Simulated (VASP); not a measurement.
**Geometry relaxation of AlPt (part 1 of 3)**

- system: AlPt (P2₁3, 8 atoms in the cell)
- method: Kohn-Sham DFT of a periodic cell, r2SCAN, VASP PAW PBE potentials, recommended, no spin polarisation (VASP 6.6.1)

The structure derives from a Materials Project entry.

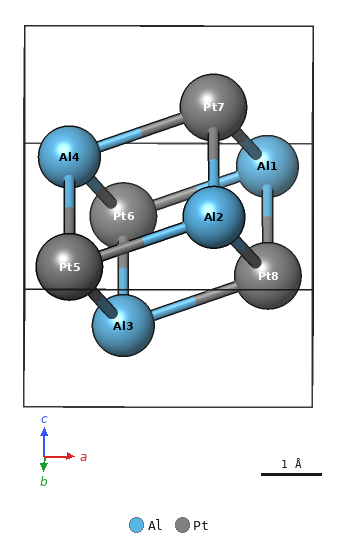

*The input geometry (ball-and-stick view of the cell of the calculation, seen at an oblique angle; atoms are numbered from 1 in the order of the input). An atom can appear more than once, as a periodic image.*

Near neighbours in the periodic cell (some may lie outside the picture): Al has 7 Pt at 2.60 to 2.63 Å; Pt has 7 Al at 2.60 to 2.63 Å.

Key numbers:

- outcome: converged
- space group (tolerance 0.01 Å): P2₁3 (198)
- electrons treated: 52
- free energy: −241.9187 eV
- gap on the k-point mesh: none (metallic)
- pressure: −0.01 GPa
- final volume: 116.03 Å³
- largest force (length of the vector) at the end: 0.003 eV/Å
- final cell: a = 4.877 Å, b = 4.877 Å, c = 4.877 Å, α = 90.00°, β = 90.00°, γ = 90.00°
- hardware: 4 threads of Intel Xeon @ 2.50GHz (Skylake/Cascade Lake), 128 GiB of memory available, shared host
- wall time: 7.6 min (CPU time 31 min)
- peak memory: 0.38 GiB

Spin–orbit coupling is left out, which matters for Pt.

INCAR:
```
PREC = Accurate
ENCUT = 600
EDIFF = 1E-7
ISMEAR = 1
SIGMA = 0.1
LREAL = F
LASPH = T
NELM = 80
ALGO = Normal
ISIF = 3
LWAVE = F
LCHARG = F
METAGGA = R2SCAN
LMIXTAU = T
IBRION = 2
NSW = 90
EDIFFG = -0.005
KPAR = 4
```

KPOINTS:
```
regular mesh
0
Gamma
  8 8 8
```

POSCAR:
```
AlPt                                    
1.0
    4.8768190956     -0.0000000000      0.0000000000
    0.0000000000      4.8768190956     -0.0000000000
    0.0000000000     -0.0000000000      4.8768190956
  Al              Pt            
     4     4
Direct
     0.8440599815848255    0.8440599815848255    0.8440599815848255
     0.6559400184151745    0.1559400184151744    0.3440599815848256
     0.3440599815848256    0.6559400184151745    0.1559400184151744
     0.1559400184151744    0.3440599815848256    0.6559400184151745
     0.1550454965401220    0.1550454965401220    0.1550454965401220
     0.3449545034598780    0.8449545034598781    0.6550454965401219
     0.6550454965401219    0.3449545034598780    0.8449545034598781
     0.8449545034598781    0.6550454965401219    0.3449545034598780
```

Run as:
```bash
cat potpaw_PBE.64/Al/POTCAR potpaw_PBE.64/Pt/POTCAR > POTCAR
mpirun -np 4 vasp_std > vasp.out
```

OSZICAR:
```
N       E                     dE             d eps       ncg     rms          rms(c)
DAV:   1     0.859462230080E+02    0.85946E+02   -0.27564E+04  2790   0.179E+03
DAV:   2    -0.241681518243E+03   -0.32763E+03   -0.31353E+03  3152   0.314E+02
DAV:   3    -0.256527189177E+03   -0.14846E+02   -0.14634E+02  3510   0.580E+01
DAV:   4    -0.256713614510E+03   -0.18643E+00   -0.18633E+00  3253   0.727E+00
DAV:   5    -0.256716547268E+03   -0.29328E-02   -0.29323E-02  3409   0.911E-01    0.218E+01
DAV:   6    -0.242737578809E+03    0.13979E+02   -0.17757E+01  3119   0.277E+01    0.876E+00
DAV:   7    -0.241517645396E+03    0.12199E+01   -0.14342E+00  3091   0.774E+00    0.434E+00
DAV:   8    -0.241832984034E+03   -0.31534E+00   -0.69163E-01  3021   0.441E+00    0.178E+00
DAV:   9    -0.241869975556E+03   -0.36992E-01   -0.22561E-01  3105   0.273E+00    0.422E-01
DAV:  10    -0.241915455071E+03   -0.45480E-01   -0.61315E-02  3126   0.149E+00    0.250E-01
DAV:  11    -0.241915151419E+03    0.30365E-03   -0.52189E-03  3273   0.447E-01    0.117E-01
DAV:  12    -0.241914554703E+03    0.59672E-03   -0.12604E-02  2902   0.671E-01    0.507E-02
DAV:  13    -0.241918685796E+03   -0.41311E-02   -0.31451E-03  2930   0.343E-01    0.153E-02
DAV:  14    -0.241918688037E+03   -0.22403E-05   -0.41235E-05  3399   0.370E-02    0.401E-03
DAV:  15    -0.241918708174E+03   -0.20137E-04   -0.15595E-05  3119   0.276E-02    0.251E-03
DAV:  16    -0.241918708139E+03    0.35109E-07   -0.15416E-06  3175   0.108E-02    0.197E-03
DAV:  17    -0.241918710422E+03   -0.22836E-05   -0.10104E-06  3273   0.787E-03    0.655E-04
DAV:  18    -0.241918710732E+03   -0.30993E-06   -0.15014E-07  2018   0.334E-03    0.314E-04
DAV:  19    -0.241918710822E+03   -0.89295E-07   -0.66299E-08  1696   0.216E-03
   1 F= -.24191871E+03 E0= -.24191881E+03  d E =-.241919E+03
       N       E                     dE             d eps       ncg     rms          rms(c)
DAV:   1    -0.241919089670E+03   -0.37894E-03   -0.87915E-03  2832   0.642E-01    0.125E-01
DAV:   2    -0.241918695583E+03    0.39409E-03   -0.20432E-03  2839   0.297E-01    0.342E-02
DAV:   3    -0.241918691633E+03    0.39508E-05   -0.47610E-05  3252   0.438E-02    0.180E-02
DAV:   4    -0.241918681985E+03    0.96478E-05   -0.17667E-05  3126   0.195E-02    0.441E-03
DAV:   5    -0.241918682924E+03   -0.93898E-06   -0.75845E-06  2986   0.173E-02    0.365E-03
DAV:   6    -0.241918686202E+03   -0.32787E-05   -0.33891E-06  3168   0.104E-02    0.112E-03
DAV:   7    -0.241918686461E+03   -0.25906E-06   -0.15547E-07  2151   0.284E-03    0.408E-04
DAV:   8    -0.241918686511E+03   -0.49385E-07   -0.64467E-08  1535   0.178E-03
   2 F= -.24191869E+03 E0= -.24191879E+03  d E =0.243108E-04
       N       E                     dE             d eps       ncg     rms          rms(c)
DAV:   1    -0.241918897552E+03   -0.21109E-03   -0.46271E-03  2811   0.466E-01    0.908E-02
DAV:   2    -0.241918714300E+03    0.18325E-03   -0.10732E-03  2832   0.215E-01    0.246E-02
DAV:   3    -0.241918714613E+03   -0.31333E-06   -0.24945E-05  3231   0.318E-02    0.129E-02
DAV:   4    -0.241918713114E+03    0.14994E-05   -0.92159E-06  3112   0.141E-02    0.316E-03
DAV:   5    -0.241918714804E+03   -0.16898E-05   -0.39559E-06  2958   0.124E-02    0.263E-03
DAV:   6    -0.241918717128E+03   -0.23243E-05   -0.17341E-06  3133   0.740E-03    0.805E-04
DAV:   7    -0.241918717215E+03   -0.86634E-07   -0.79027E-08  1724   0.204E-03
   3 F= -.24191872E+03 E0= -.24191882E+03  d E =-.639307E-05
       N       E                     dE             d eps       ncg     rms          rms(c)
DAV:   1    -0.241918740418E+03   -0.23290E-04   -0.46013E-04  2818   0.147E-01    0.287E-02
DAV:   2    -0.241918716430E+03    0.23988E-04   -0.10651E-04  2832   0.677E-02    0.781E-03
DAV:   3    -0.241918715873E+03    0.55729E-06   -0.24093E-06  3238   0.983E-03    0.409E-03
DAV:   4    -0.241918714821E+03    0.10520E-05   -0.92779E-07  3140   0.452E-03    0.994E-04
DAV:   5    -0.241918714698E+03    0.12267E-06   -0.38440E-07  2364   0.408E-03    0.826E-04
DAV:   6    -0.241918714778E+03   -0.79614E-07   -0.18236E-07  2032   0.257E-03
   4 F= -.24191871E+03 E0= -.24191882E+03  d E =-.395612E-05
       N       E                     dE             d eps       ncg     rms          rms(c)
DAV:   1    -0.241918724597E+03   -0.98992E-05   -0.14776E-03  2790   0.188E-01    0.102E-02
DAV:   2    -0.241918727609E+03   -0.30114E-05   -0.28878E-05  3350   0.335E-02    0.442E-03
DAV:   3    -0.241918727874E+03   -0.26483E-06   -0.91700E-07  3287   0.567E-03    0.280E-03
DAV:   4    -0.241918727981E+03   -0.10770E-06   -0.39106E-07  2380   0.382E-03    0.490E-04
DAV:   5    -0.241918728115E+03   -0.13421E-06   -0.12020E-07  1605   0.281E-03    0.329E-04
DAV:   6    -0.241918728114E+03    0.18381E-08   -0.63871E-08  1542   0.208E-03
   5 F= -.24191873E+03 E0= -.24191883E+03  d E =-.133359E-04
```

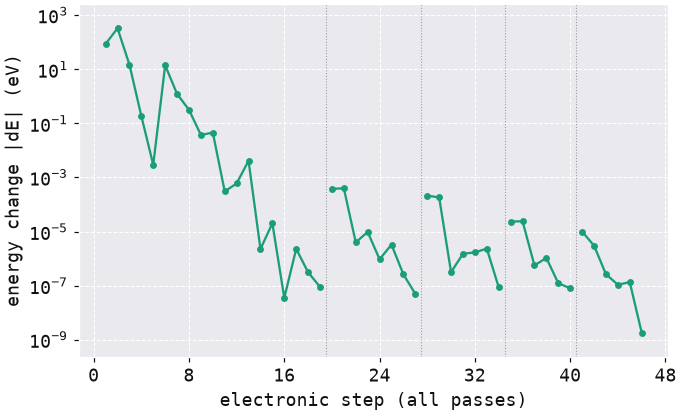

*Convergence of the self-consistent field: energy change |dE| against the electronic step. Each stretch between dotted lines is the SCF of one geometry step of a relaxation.*

The 5 ionic steps take 6 to 19 electronic steps each. The density is held fixed in the first few steps, and dE rises again when its update begins.

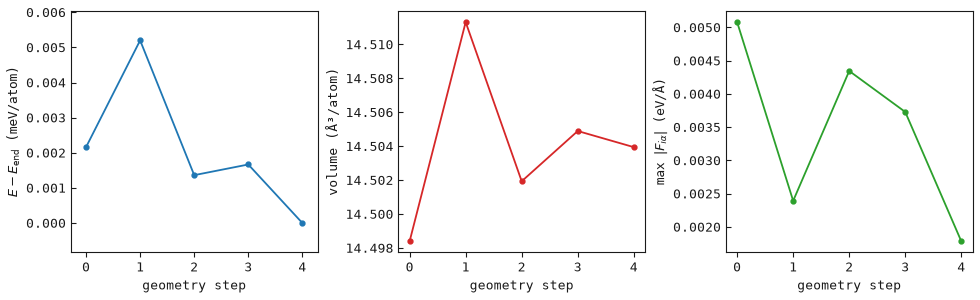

*Progress of the relaxation, step by step (steps are counted from 0).*

Over 4 geometry steps the energy falls by next to nothing (0.0 meV per atom). The largest force component goes from 0.0051 to 0.0018 eV/Å. No atom moves by more than 0.005 Å. The cell stays as it was. The space group stays P2_13 (No. 198). (Atoms are counted from 1 in the order of the input.)

Parts of OUTCAR:
```
PREC = Accurate
   ENCUT = 600
   EDIFF = 1E-7
   ISMEAR = 1
   LREAL = F
   LASPH = T
   NELM = 80
   ISIF = 3
   METAGGA = R2SCAN
   IBRION = 2
   NSW = 90
   EDIFFG = -0.005

 ion  position               nearest neighbor table
   1  0.844  0.844  0.844-   6 2.60   7 2.60   8 2.60   6 2.61   7 2.61   8 2.61   5 2.63   3 3.02
                             4 3.02   2 3.02   2 3.02   4 3.02   3 3.02
   2  0.656  0.156  0.344-   5 2.60   7 2.60   8 2.60   7 2.61   8 2.61   5 2.61   6 2.63   1 3.02
                             1 3.02   3 3.02   3 3.02   4 3.02   4 3.02
   3  0.344  0.656  0.156-   5 2.60   6 2.60   8 2.60   8 2.61   6 2.61   5 2.61   7 2.63   1 3.02
                             4 3.02   2 3.02   2 3.02   4 3.02   1 3.02
   4  0.156  0.344  0.656-   5 2.60   6 2.60   7 2.60   6 2.61   5 2.61   7 2.61   8 2.63   1 3.02
                             3 3.02   2 3.02   1 3.02   2 3.02   3 3.02
   5  0.155  0.155  0.155-   2 2.60   3 2.60   4 2.60   2 2.61   3 2.61   4 2.61   1 2.63   7 3.02
                             7 3.02   8 3.02   6 3.02   8 3.02   6 3.02
   6  0.345  0.845  0.655-   1 2.60   3 2.60   4 2.60   3 2.61   4 2.61   1 2.61   2 2.63   8 3.02
                             8 3.02   7 3.02   7 3.02   5 3.02   5 3.02
   7  0.655  0.345  0.845-   1 2.60   2 2.60   4 2.60   4 2.61   2 2.61   1 2.61   3 2.63   5 3.02
                             5 3.02   8 3.02   8 3.02   6 3.02   6 3.02
   8  0.845  0.655  0.345-   1 2.60   2 2.60   3 2.60   2 2.61   1 2.61   3 2.61   4 2.63   6 3.02
                             6 3.02   7 3.02   5 3.02   7 3.02   5 3.02

  LATTYP: Found a simple cubic cell.
 ALAT       =     4.8768190956

  Lattice vectors:

 A1 = (   4.8768190956,   0.0000000000,   0.0000000000)
 A2 = (   0.0000000000,   4.8768190956,   0.0000000000)
 A3 = (   0.0000000000,   0.0000000000,   4.8768190956)

Analysis of symmetry for initial positions (statically):
=====================================================================
 Subroutine PRICEL returns:
 Original cell was already a primitive cell.

 Routine SETGRP: Setting up the symmetry group for a
 simple cubic supercell.

 Subroutine GETGRP returns: Found 12 space group operations
 (whereof  3 operations were pure point group operations)
 out of a pool of 48 trial point group operations.

The static configuration has the point symmetry C_3 .
 The point group associated with its full space group is T   .

Analysis of symmetry for dynamics (positions and initial velocities):
=====================================================================
 Subroutine PRICEL returns:
 Original cell was already a primitive cell.

 Routine SETGRP: Setting up the symmetry group for a
 simple cubic supercell.

 Subroutine GETGRP returns: Found 12 space group operations
 (whereof  3 operations were pure point group operations)
 out of a pool of 48 trial point group operations.

The dynamic configuration has the point symmetry C_3 .
 The point group associated with its full space group is T   .

 Subroutine INISYM returns: Found 12 space group operations
 (whereof  3 operations are pure point group operations),
 and found     1 'primitive' translations

----------------------------------------------------------------------------------------

                                     Primitive cell

  volume of cell :     115.9872

  direct lattice vectors                    reciprocal lattice vectors
     4.876819096  0.000000000  0.000000000     0.205051691  0.000000000  0.000000000
     0.000000000  4.876819096  0.000000000     0.000000000  0.205051691  0.000000000
     0.000000000  0.000000000  4.876819096     0.000000000  0.000000000  0.205051691

  length of vectors
     4.876819096  4.876819096  4.876819096     0.205051691  0.205051691  0.205051691

  position of ions in fractional coordinates (direct lattice)
     0.844059982  0.844059982  0.844059982
     0.655940018  0.155940018  0.344059982
     0.344059982  0.655940018  0.155940018
     0.155940018  0.344059982  0.655940018
     0.155045497  0.155045497  0.155045497
     0.344954503  0.844954503  0.655045497
     0.655045497  0.344954503  0.844954503
     0.844954503  0.655045497  0.344954503

  ion indices of the primitive-cell ions
   primitive index   ion index
                 1           1
                 2           2
                 3           3
                 4           4
                 5           5
                 6           6
                 7           7
                 8           8

----------------------------------------------------------------------------------------

 KPOINTS: regular mesh

Automatic generation of k-mesh.
 Grid dimensions read from file:
 generate k-points for:    8    8    8

 Generating k-lattice:

  Cartesian coordinates                     Fractional coordinates (reciprocal lattice)
     0.025631461  0.000000000  0.000000000     0.125000000  0.000000000  0.000000000
     0.000000000  0.025631461  0.000000000     0.000000000  0.125000000  0.000000000
     0.000000000  0.000000000  0.025631461     0.000000000  0.000000000  0.125000000

  Length of vectors
     0.025631461  0.025631461  0.025631461

  Shift w.r.t. Gamma in fractional coordinates (k-lattice)
     0.000000000  0.000000000  0.000000000

 Subroutine IBZKPT returns following result:
 ===========================================

 Found     45 irreducible k-points:
```
